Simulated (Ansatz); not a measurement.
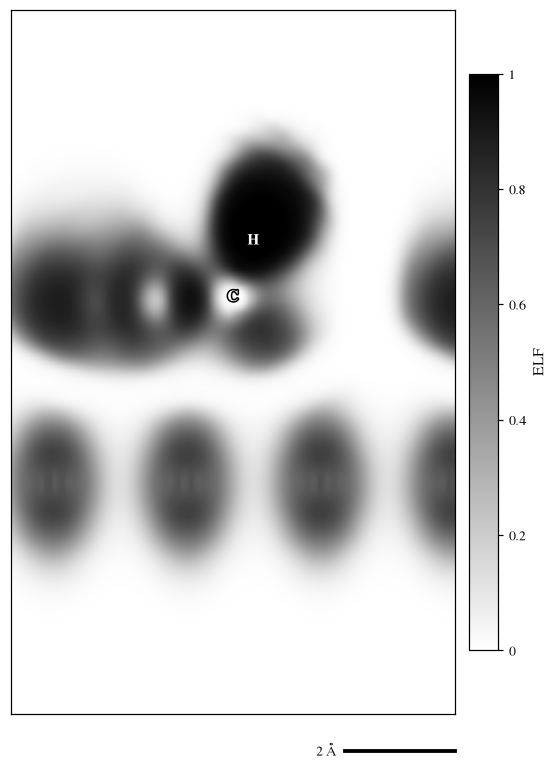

H3C20N (slab). Electron localisation function on the (11̄0) plane of the calculation cell, a cut from vacuum to vacuum.

Method: Ansatz 0.2.0, DFT PBE+D3(BJ), scalar-relativistic, plane waves, PAW.

In a PAW calculation such maps are meaningful between the atoms, not at the nuclei.

```
C N H
1.0
     7.39515    0.00000    0.00000
    -3.69757    6.40439    0.00000
     0.00000    0.00000   20.99191
C N H
20 1 3
Direct
  0.55556 0.44444 0.38110
  0.55634 0.77838 0.38124
  0.55606 0.11086 0.38124
  0.88953 0.44495 0.38130
  0.88933 0.77759 0.38105
  0.88873 0.11097 0.38099
  0.22266 0.44419 0.38117
  0.22211 0.77776 0.38129
  0.22279 0.11155 0.38087
  0.44451 0.22239 0.38100
  0.44477 0.55527 0.38120
  0.44528 0.88924 0.38132
  0.77808 0.22183 0.38122
  0.77867 0.55603 0.38121
  0.77788 0.88908 0.38101
  0.11180 0.22250 0.38091
  0.11114 0.55575 0.38134
  0.11125 0.88846 0.38105
  0.30740 0.25513 0.54302
  0.09112 0.08799 0.54062
  0.91815 0.95432 0.53868
  0.35204 0.31155 0.59206
  0.41069 0.19910 0.52559
  0.32988 0.38631 0.51295
```

Question: What does the map show?

Answer: The plane passes through C and H nuclei.
Atoms just off the plane (C, 0.3 Å away and N, 0.6 Å away) can leave unmarked features too.
C–H (1.10 Å): the ELF climbs to about 1 towards the hydrogen, as it does in any bond to H; an ordinary covalent bond to hydrogen.
The ELF also peaks beside N, away from the bonds: lone-pair regions.
